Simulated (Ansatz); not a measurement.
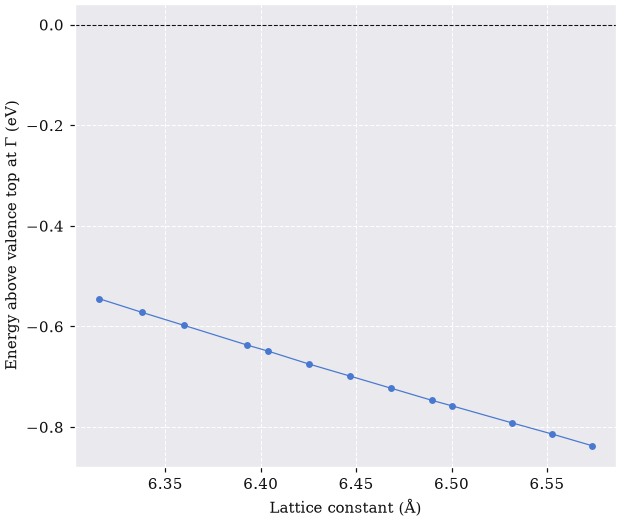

Lowest conduction level at Γ, counted from the valence-band top at Γ. A negative value at Γ means that the s-like level, then filled, lies under the p-like triplet: the bands are inverted and there is no gap.

System: zincblende HgTe, space group F-43m, 2 atoms in the primitive cell. The cell is scaled uniformly. Computed with Ansatz 0.2.0: PBE, Ansatz PAW set, no spin polarisation, no spin-orbit coupling, 11×11×11 k mesh, 420 eV cutoff, Fermi-Dirac smearing of 0.03 eV.

How does this level move from a = 6.315 Å to a = 6.573 Å?

Γ falls by 0.30 eV.

What is the deformation potential dE/d ln V?

A straight line against ln V has a slope of −2.4 eV at Γ.

The values:
| cell | Γ (eV) | pressure (GPa) |
| --- | --- | --- |
| a = 6.315 Å | −0.54 | 7.9 |
| a = 6.338 Å | −0.57 | 7.2 |
| a = 6.360 Å | −0.60 | 6.5 |
| a = 6.393 Å | −0.64 | 5.5 |
| a = 6.404 Å | −0.65 | 5.2 |
| a = 6.425 Å | −0.67 | 4.6 |
| a = 6.447 Å | −0.70 | 4.1 |
| a = 6.468 Å | −0.72 | 3.5 |
| a = 6.490 Å | −0.75 | 3.0 |
| a = 6.500 Å | −0.76 | 2.8 |
| a = 6.532 Å | −0.79 | 2.1 |
| a = 6.553 Å | −0.81 | 1.7 |
| a = 6.573 Å | −0.84 | 1.3 |

Spin-orbit coupling is left out, which matters for Hg and Te.
